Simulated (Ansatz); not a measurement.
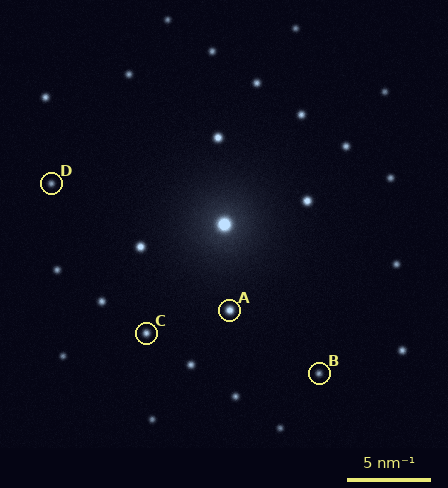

The pattern is a kinematic simulation for 200 kV electrons (no multiple scattering; isotropic B = 0.5 Å²). The zone axis points towards the electron source and the pattern is seen from the source side.

Co, space group Pm-3n (No. 223), a = 4.291 Å. Structure: the input geometry of an electronic-structure calculation (not necessarily at equilibrium); the starting structure was generated, so it need not be a known form of this composition.

Spot A is indexed -1 0 2 and spot B -1 -2 4.

> What are the indices of the remaining marked spots?

C = 3A − B = -2 2 2 (d = 1.239 Å). D = 3A − 2B = -1 4 -2 (d = 0.936 Å).

> Give [uvw].

The cross product of A and B is parallel to [211]; every spot obeys hu + kv + lw = 0.
